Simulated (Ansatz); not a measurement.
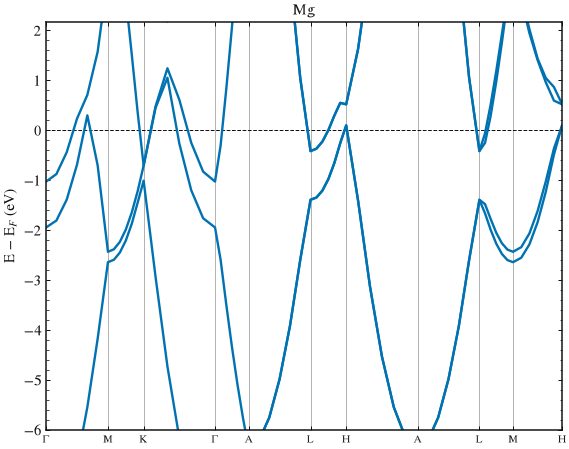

Band structure. Energies are counted from the Fermi level. The path runs straight from each named point to the next. The path has few k points, so lines between them are rough.

Q: What lattice type does the k path imply?

A: A hexagonal (primitive) lattice: the path Γ–M–K–Γ–A–L–H–A–L–M–H runs through the special points of its Brillouin zone.

Structure: Mg, space group P6_3/mmc, 2 atoms in the cell.

Method: DFT with PBE, PAW plane waves, no spin polarisation, 13×13×7 k mesh, 420 eV cutoff (Ansatz 0.2.0).

Q: Does this material conduct, going by its bands?

A: A metal: bands cross the Fermi level along this path.

The structure was built from a prototype or by substitution, so it need not be a known phase. The cell is at 14 GPa in this functional.
